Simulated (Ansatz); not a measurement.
**Geometry relaxation, with input and output: Sn₃O₄ (part 2 of 3)**

The same run, continued: Sn₃O₄ (14 atoms in the cell); DFT PBE+D3(BJ), scalar-relativistic, plane waves, PAW, no spin polarisation (Ansatz 0.2.0); cutoff 420 eV, 6×6×6 k-mesh, Gaussian smearing of 0.1 eV. The structure derives from a Materials Project entry. It belongs to a series of runs on one base structure; here: relaxed again under DFT PBE+D3(BJ), scalar-relativistic, plane waves, PAW.

Geometry of the input (Å; fractional positions):
```
7.1965  0.0000  0.0066
0.0000  5.8454  0.0000
-0.0069  0.0000  6.0986
Sn 0.7990  0.5000  0.2500
Sn 0.2010  0.5000  0.2500
Sn 0.2010  0.5000  0.7500
Sn 0.7990  0.5000  0.7500
Sn 0.5000  0.0000  0.0000
Sn 0.5000  0.0000  0.5000
O  0.7200  0.2740  1.0000
O  0.2800  0.2740  0.5000
O  0.2800  0.7260  -0.0000
O  0.7200  0.7260  0.5000
O  0.2797  0.2738  -0.0000
O  0.7203  0.2738  0.5000
O  0.7203  0.7262  1.0000
O  0.2797  0.7262  0.5000
```

## Log, continued
```
SCF iter   1: F=—  HF=-40683.837591 eV  |F-HF|=—  |Δ(HF+E_count)|=         —  Δρ=2.84e-4  dr2=7.22e-5  ethr=5.29e-8  ⟨swp⟩=3.0  Hψ=25968  notcnv=0
preconditioner: auto → Resta (q_TF=auto, 2.450 Å⁻¹)  ε∞=3.2  [insulator: Δε(μ)=0.183 eV  Ē_g=18.034 eV  σ=0.100 eV  W_gap=0.76  n_scr=64 (ndim 8)  ℏωp=26.9 eV  f_vac=0.166  D(μ)=0.22/eV (n_scr^D=0)  ε∞_Penn≈3.2]
SCF iter   2: F=—  HF=-40683.837245 eV  |F-HF|=—  |Δ(HF+E_count)|=   3.47e-4  Δρ=1.28e-4  dr2=1.16e-5  ethr=5.29e-8  ⟨swp⟩=2.2  Hψ=11178  notcnv=0
SCF iter   3: F=—  HF=-40683.837032 eV  |F-HF|=—  |Δ(HF+E_count)|=   2.12e-4  Δρ=5.19e-5  dr2=2.42e-6  ethr=8.75e-9  ⟨swp⟩=2.8  Hψ=11641  notcnv=0
SCF iter   4: F=—  HF=-40683.837032 eV  |F-HF|=—  |Δ(HF+E_count)|=   2.65e-8  Δρ=9.84e-6  dr2=1.99e-7  ethr=1.83e-9  ⟨swp⟩=2.2  Hψ=9123  notcnv=0
SCF iter   5: F=—  HF=-40683.837032 eV  |F-HF|=—  |Δ(HF+E_count)|=   3.88e-8  Δρ=8.19e-6  dr2=1.58e-7  ethr=1.51e-10  ⟨swp⟩=2.0  Hψ=9278  notcnv=0
SCF iter   6: F=-40683.837032 eV  HF=-40683.837032 eV  |F-HF|=1.61e-9  |Δ(HF+E_count)|=   2.25e-8  Δρ=2.03e-6  dr2=1.02e-8  ethr=1.99e-11  ⟨swp⟩=5.3  Hψ=26433  notcnv=0
the search or the solves at the SCF's close seem to have found levels that the self-consistency loop had missed (the run counts 1). By its estimate they hold under 1e-12 electrons; where the run keeps them, the occupations were computed again with them
SCF 6 converged in 6 iterations: F = -40683.837032 eV  dr2 = 1.02e-8
relax step   6: F+E_penalty+E_count = -40683.83703230 eV  Δ(F+E_penalty+E_count) = -1.109e-4 eV  max|allowed force component| = 1.093e-3 eV/Å  Δτ_max = 0.0023 Å  P = -0.000 GPa  Ω = 251.557 Å³  energy of the carried Pulay correction = +1.516e-2 eV  (6 SCF iters, dr2 threshold 2.62e-8 eV, accepted)
Basis set: ecut = 420 eV, 4921 PW (Γ), exchange–correlation on 96×80×90 points (8 copies of the dense FFT grid, shifted against one another)
Initial wavefunctions: pseudopotential atomic-orbital guess (no wavefunctions were taken with the density)
iter 1 solved again at ethr=1.43e-7 eV; its pass at ethr=3.10e-3 eV (dr2=1.89e-4 eV) is discarded
SCF iter   1: F=—  HF=-40683.823411 eV  |F-HF|=—  |Δ(HF+E_count)|=         —  Δρ=1.31e-4  dr2=6.38e-6  ethr=1.43e-7  ⟨swp⟩=3.8  Hψ=44086  notcnv=0
preconditioner: auto → Resta (q_TF=auto, 2.450 Å⁻¹)  ε∞=3.2  [insulator: Δε(μ)=0.183 eV  Ē_g=18.034 eV  σ=0.100 eV  W_gap=0.76  n_scr=64 (ndim 8)  ℏωp=26.9 eV  f_vac=0.165  D(μ)=0.22/eV (n_scr^D=0)  ε∞_Penn≈3.2]
SCF iter   2: F=—  HF=-40683.823307 eV  |F-HF|=—  |Δ(HF+E_count)|=   1.04e-4  Δρ=6.33e-5  dr2=2.28e-6  ethr=4.83e-9  ⟨swp⟩=2.0  Hψ=9485  notcnv=0
SCF iter   3: F=—  HF=-40683.823309 eV  |F-HF|=—  |Δ(HF+E_count)|=   2.43e-6  Δρ=2.91e-5  dr2=2.68e-7  ethr=1.72e-9  ⟨swp⟩=2.0  Hψ=8136  notcnv=0
SCF iter   4: F=—  HF=-40683.823310 eV  |F-HF|=—  |Δ(HF+E_count)|=   6.81e-7  Δρ=1.59e-6  dr2=4.67e-9  ethr=2.03e-10  ⟨swp⟩=2.0  Hψ=9281  notcnv=0
SCF iter   5: F=—  HF=-40683.823310 eV  |F-HF|=—  |Δ(HF+E_count)|=   1.43e-9  Δρ=1.58e-6  dr2=5.64e-9  ethr=3.54e-12  ⟨swp⟩=2.0  Hψ=9289  notcnv=0
SCF iter   6: F=—  HF=-40683.823310 eV  |F-HF|=—  |Δ(HF+E_count)|=  8.29e-10  Δρ=2.78e-7  dr2=1.72e-10  ethr=3.54e-12  ⟨swp⟩=2.0  Hψ=8322  notcnv=0
SCF iter   7: F=-40683.823310 eV  HF=-40683.823310 eV  |F-HF|=1.46e-11  |Δ(HF+E_count)|=  1.46e-11  Δρ=4.85e-8  dr2=1.03e-11  ethr=1.00e-12  ⟨swp⟩=6.0  Hψ=21964  notcnv=0
SCF 7 converged in 7 iterations: F = -40683.823310 eV  dr2 = 1.03e-11
relax step   7: F+E_penalty+E_count = -40683.82330995 eV  Δ(F+E_penalty+E_count) = +1.372e-2 eV  max|allowed force component| = 8.027e-4 eV/Å  Δτ_max = 0.0000 Å  P = -0.085 GPa  Ω = 251.557 Å³  stress off target by 1.00e-1 GPa  SCF on the basis re-selected at this cell (its energy is not comparable with the rows above)  (7 SCF iters)
basis re-selected at this cell: Δ(F+E_penalty+E_count) = +1.372e-2 eV, ΔP = -0.085 GPa vs the last step (what re-selecting the basis moved, of the pressure what is left beyond the Pulay correction that the steps carried, after the strain that the cell walked since its last selection, with what the two solves' SCF thresholds leave and, on support functions, any second-order correction that the steps lacked; it is no measure of the basis error at this ecutwfc). The dense FFT grid was sized anew with the basis: this SCF ran on 48×40×45 points, the steps before it on 50×40×45, so part of this shift can come from that change (see relax.cell in the input reference). This SCF's stress stands 1.00e-1 GPa from its target on what of the cell is left free (relax.cell.stress_tol is 5.00e-2 GPa) and its largest allowed force component is 8.03e-4 eV/Å (relax.f_tol is 5.00e-3 eV/Å): not within both, so this SCF does not close the relaxation
Crystal: 14 atoms, lattice volume = 251.312 Å³
Basis set: ecut = 420 eV, 4913 PW (Γ), exchange–correlation on 96×80×90 points (8 copies of the dense FFT grid, shifted against one another)
iter 1 solved again at ethr=2.04e-8 eV; its pass at ethr=3.10e-3 eV (dr2=2.69e-5 eV) is discarded
SCF iter   1: F=—  HF=-40683.824250 eV  |F-HF|=—  |Δ(HF+E_count)|=         —  Δρ=9.50e-5  dr2=1.84e-5  ethr=2.04e-8  ⟨swp⟩=2.7  Hψ=25954  notcnv=0
preconditioner: auto → Resta (q_TF=auto, 2.451 Å⁻¹)  ε∞=3.2  [insulator: Δε(μ)=0.183 eV  Ē_g=18.040 eV  σ=0.100 eV  W_gap=0.76  n_scr=64 (ndim 8)  ℏωp=26.9 eV  f_vac=0.165  D(μ)=0.22/eV (n_scr^D=0)  ε∞_Penn≈3.2]
SCF iter   2: F=—  HF=-40683.824137 eV  |F-HF|=—  |Δ(HF+E_count)|=   1.13e-4  Δρ=4.45e-5  dr2=5.08e-6  ethr=1.40e-8  ⟨swp⟩=3.0  Hψ=12495  notcnv=0
SCF iter   3: F=—  HF=-40683.824136 eV  |F-HF|=—  |Δ(HF+E_count)|=   7.36e-7  Δρ=2.27e-5  dr2=1.50e-6  ethr=3.85e-9  ⟨swp⟩=2.5  Hψ=9835  notcnv=0
SCF iter   4: F=—  HF=-40683.824136 eV  |F-HF|=—  |Δ(HF+E_count)|=   2.80e-7  Δρ=5.91e-6  dr2=1.28e-7  ethr=1.13e-9  ⟨swp⟩=2.0  Hψ=8991  notcnv=0
SCF iter   5: F=-40683.824136 eV  HF=-40683.824136 eV  |F-HF|=1.96e-10  |Δ(HF+E_count)|=   1.44e-8  Δρ=2.37e-6  dr2=1.95e-8  ethr=1.89e-11  ⟨swp⟩=6.8  Hψ=24805  notcnv=0
SCF 8 converged in 5 iterations: F = -40683.824136 eV  dr2 = 1.95e-8
relax step   8: F+E_penalty+E_count = -40683.82413557 eV  Δ(F+E_penalty+E_count) = -8.256e-4 eV  max|allowed force component| = 1.509e-4 eV/Å  Δτ_max = 0.0006 Å  P = -0.003 GPa  Ω = 251.312 Å³  energy of the carried Pulay correction = +7.518e-4 eV  (5 SCF iters, dr2 threshold 2.50e-8 eV, accepted)
iter 1 solved again at ethr=1.27e-7 eV; its pass at ethr=3.10e-3 eV (dr2=1.68e-4 eV) is discarded
SCF iter   1: F=—  HF=-40683.823373 eV  |F-HF|=—  |Δ(HF+E_count)|=         —  Δρ=8.86e-6  dr2=4.99e-8  ethr=1.27e-7  ⟨swp⟩=3.9  Hψ=44208  notcnv=0
eigensolver tolerance schedule: the retry pair's looser diagonalisation over-reported the residual by 3371.75 of it (diagonalisation noise at 0.16 of the residual, at the tolerance the schedule requests for it); recorded, not acted on — ethr = c·dr2/N_el stays at c = 1.0e-1
preconditioner: auto → Resta (q_TF=auto, 2.451 Å⁻¹)  ε∞=3.2  [insulator: Δε(μ)=0.183 eV  Ē_g=18.039 eV  σ=0.100 eV  W_gap=0.76  n_scr=64 (ndim 8)  ℏωp=26.9 eV  f_vac=0.165  D(μ)=0.22/eV (n_scr^D=0)  ε∞_Penn≈3.2]
SCF iter   2: F=—  HF=-40683.823263 eV  |F-HF|=—  |Δ(HF+E_count)|=   1.10e-4  Δρ=4.65e-6  dr2=2.89e-8  ethr=3.78e-11  ⟨swp⟩=3.9  Hψ=16065  notcnv=0
SCF iter   3: F=—  HF=-40683.823263 eV  |F-HF|=—  |Δ(HF+E_count)|=   8.51e-9  Δρ=2.47e-6  dr2=6.03e-9  ethr=2.19e-11  ⟨swp⟩=2.0  Hψ=8178  notcnv=0
SCF iter   4: F=—  HF=-40683.823263 eV  |F-HF|=—  |Δ(HF+E_count)|=   5.57e-9  Δρ=1.08e-6  dr2=2.55e-9  ethr=4.56e-12  ⟨swp⟩=2.0  Hψ=8526  notcnv=0
SCF iter   5: F=—  HF=-40683.823263 eV  |F-HF|=—  |Δ(HF+E_count)|=  1.38e-10  Δρ=4.16e-7  dr2=5.43e-10  ethr=1.93e-12  ⟨swp⟩=2.0  Hψ=8116  notcnv=0
SCF iter   6: F=-40683.823263 eV  HF=-40683.823263 eV  |F-HF|=4.37e-11  |Δ(HF+E_count)|=  1.09e-10  Δρ=1.14e-7  dr2=7.18e-11  ethr=1.00e-12  ⟨swp⟩=5.7  Hψ=25396  notcnv=0
SCF 9 converged in 6 iterations: F = -40683.823263 eV  dr2 = 7.18e-11
relax step   9: F+E_penalty+E_count = -40683.82326344 eV  Δ(F+E_penalty+E_count) = +8.721e-4 eV  max|allowed force component| = 1.362e-4 eV/Å  Δτ_max = 0.0000 Å  P = -0.005 GPa  Ω = 251.312 Å³  stress off target by 8.39e-3 GPa  SCF on the basis re-selected at this cell (its energy is not comparable with the rows above)  (6 SCF iters)
```

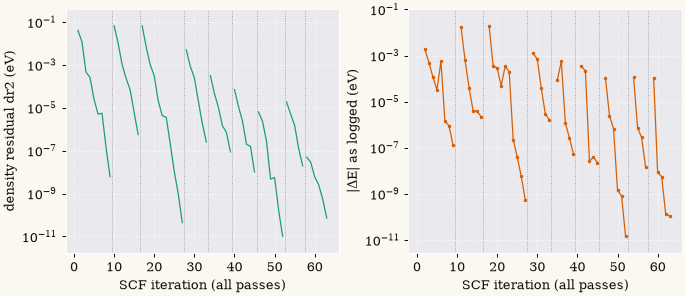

*Convergence of the self-consistent field: density residual dr2 and size of the energy change against the SCF iteration. The dotted lines part the SCF passes of the relaxation: geometry steps, rejected trials and re-solves on a re-selected basis.*

The 9 passes take 5 to 11 iterations each, 63 in all.

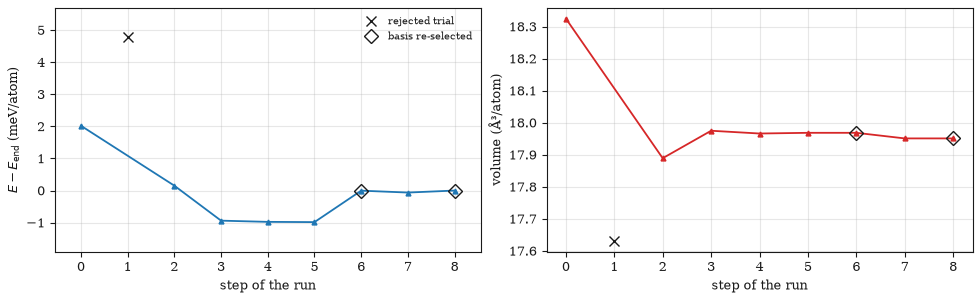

*Progress of the relaxation, step by step (the first geometry is step 0 here and step 1 in the log).*

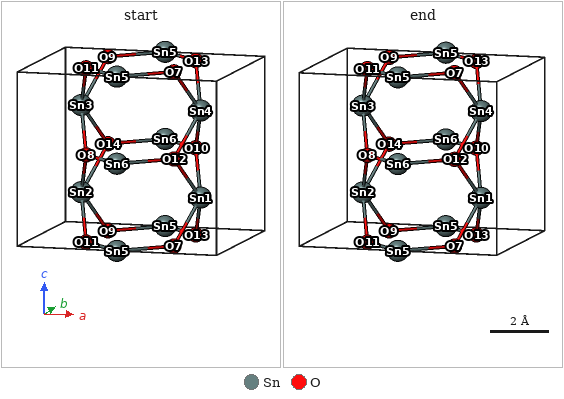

*Before (left) and after (right) the relaxation, at one scale (ball-and-stick view of the cell of the calculation, seen slightly off an axis).*

Over 6 geometry steps the energy falls by 2.1 meV per atom. The largest force component goes from 0.014 to 0.00014 eV/Å. Pressure: −1.69 GPa at the start and −0.01 GPa at the end. The line search rejected the trial step at point 1 (counted from 0) and went back. 1 further SCF at an unchanged geometry re-selected the plane-wave basis for the new cell. The largest moves relative to the cell, 0.009 Å, are those of O7, O8, O9 and O10. Largest moves by element: O 0.009 Å, Sn 0.003 Å. The drawn cell changes as follows: a 7.196 → 7.128 Å (−1.0 %), b 5.845 → 5.808 Å (−0.6 %), c 6.099 → 6.071 Å (−0.5 %); the volume changes by −2.0 %. Distances before and after: Sn1–Sn2 2.893 → 2.860 Å, Sn5–O11 2.253 → 2.233 Å, Sn1–O10 2.096 → 2.088 Å. The space group stays Pmmm (No. 47). The energy change given includes the shifts at the re-selections in mid-walk, which come without any move. A last SCF at the same geometry on a re-selected plane-wave basis shifts the energy by +0.1 meV per atom. (Atoms are counted from 1 in the order of the input.)

```
basis re-selected at this cell: Δ(F+E_penalty+E_count) = +8.721e-4 eV, ΔP = -0.003 GPa vs the last step (what re-selecting the basis moved, of the pressure what is left beyond the Pulay correction that the steps carried, after the strain that the cell walked since its last selection, with what the two solves' SCF thresholds leave and, on support functions, any second-order correction that the steps lacked; it is no measure of the basis error at this ecutwfc). This SCF's stress stands 8.39e-3 GPa from its target on what of the cell is left free (relax.cell.stress_tol is 5.00e-2 GPa) and its largest allowed force component is 1.36e-4 eV/Å (relax.f_tol is 5.00e-3 eV/Å): within both
SCF converged after 6 iterations
Free energy (F): -40683.823263 eV
Harris-Foulkes:  -40683.823263 eV  (|F-HF|=4.37e-11)
Internal energy: -40683.822187 eV  (E = F + TS)
E sigma→0 (E₀):  -40683.822725 eV
Entropy (-TS):   -0.001076 eV (-0.077 meV/atom)
Fermi energy:    7.377389 eV
--- Per-component energies (eV) ---
  E_band       = -818.466571
  E_kinetic    = 2522.324629
  E_local      = -10723.582758  (includes V_loc(G=0)·N_el)
  E_nonlocal   = 200.250725
  E_hartree    = 5484.543539
  E_xc         = -2874.175080
  E_vxc        = -1317.295525  (∫ρ·V_xc dr)
  E_paw        = -26116.020969  (= ΣΔE_a)
  E_vpaw       = -2469.269559  (= ΣTr[D̂ρ^β])
  E_aug_tail   = 0.019255  (compensation charges beyond the density's cutoff)
  E_ewald      = -9174.541991
  E_disp       = -2.639536  (pairwise vdW)
  E_smearing   = -0.001076  (= −TS)
  E_closure    = -0.000000  (closes the sum)
  Σ components = -40683.823263   (vs F -40683.823263, Δ=0.00e0)
--- Forces (eV/Å), atoms counted from 1 ---
  atom   1  Sn     0.00009210    -0.00000080     0.00000410
  atom   2  Sn    -0.00009210    -0.00000080    -0.00000410
  atom   3  Sn    -0.00009210     0.00000080    -0.00000410
  atom   4  Sn     0.00009210     0.00000080     0.00000410
  atom   5  Sn     0.00000000     0.00000000     0.00000000
  atom   6  Sn     0.00000000     0.00000000     0.00000000
  atom   7  O      0.00011524    -0.00013620     0.00000037
  atom   8  O     -0.00011524    -0.00013620    -0.00000037
  atom   9  O     -0.00011524     0.00013620    -0.00000037
  atom  10  O      0.00011524     0.00013620     0.00000037
  atom  11  O      0.00010865    -0.00000722     0.00000031
  atom  12  O     -0.00010865    -0.00000722    -0.00000031
  atom  13  O     -0.00010865     0.00000722    -0.00000031
  atom  14  O      0.00010865     0.00000722     0.00000031
  max |Σ_I F_I| component: 1.69e-21 eV/Å
--- Stress (GPa, compression-positive) ---
       -0.008392       0.000000      -0.000022
        0.000000      -0.003306       0.000000
       -0.000022       0.000000      -0.003920
  P = ⅓ Tr σ = -0.0052 GPa (-0.052 kbar)
--- Band table (eV; the first three rows and the last of 80) ---
  k-point 0: bands = ["-14.7539", "-14.7344", "-14.6413", "-14.4866", "-14.3542", "-14.2303", "-14.2099", "-14.1932", "-14.1371", "-14.0990", "-14.0886", "-14.0468", "-14.0233", "-14.0125", "-13.9901", "-13.9819", "-13.9500", "-13.9275", "-13.8466", "-13.8096", "-13.6594", "-13.6469", "-13.5951", "-13.4720", "-13.4671", "-13.4544", "-13.4404", "-13.3454", "-13.3421", "-13.3152", "-11.4761", "-11.1929", "-10.8183", "-10.7290", "-10.5946", "-10.1413", "-9.4052", "-9.0320", "-2.0964", "-1.0474", "-0.0249", "0.0712", "0.2445", "1.4194", "1.7265", "2.1099", "2.4079", "2.4423", "2.5800", "3.5608", "3.8715", "3.9604", "4.0737", "4.1281", "4.2011", "4.5364", "4.9028", "4.9725", "5.1507", "5.2018", "5.2921", "5.5843", "5.6728", "5.8611", "7.0301", "7.0595", "7.5117", "7.7859", "9.9606", "9.9702", "10.1783", "10.8490", "11.4905", "12.9923", "13.1586", "13.3367", "13.6004", "13.8185", "14.1576", "14.3804"]
  k-point 1: bands = ["-14.7196", "-14.6991", "-14.6102", "-14.4503", "-14.3516", "-14.2225", "-14.2130", "-14.2128", "-14.1878", "-14.0906", "-14.0902", "-14.0639", "-14.0544", "-14.0139", "-13.9889", "-13.9846", "-13.9590", "-13.9326", "-13.8733", "-13.8452", "-13.6494", "-13.6243", "-13.5971", "-13.4637", "-13.4590", "-13.4534", "-13.4414", "-13.3541", "-13.3507", "-13.3371", "-11.4379", "-11.1647", "-10.8702", "-10.7639", "-10.5085", "-10.0637", "-9.4822", "-9.1054", "-2.0179", "-0.9947", "-0.0028", "0.0692", "0.2644", "1.4619", "1.6642", "2.2503", "2.4963", "2.5255", "2.5527", "3.5028", "3.7234", "3.7630", "3.9138", "4.1254", "4.2458", "4.8435", "4.8529", "4.8831", "4.9315", "5.0309", "5.3130", "5.5643", "5.6857", "5.8477", "6.0208", "7.4381", "8.1141", "8.4008", "10.1043", "10.1731", "10.2370", "10.8886", "11.5970", "12.8948", "12.9523", "13.3209", "13.6200", "13.8144", "14.3696", "14.4198"]
```
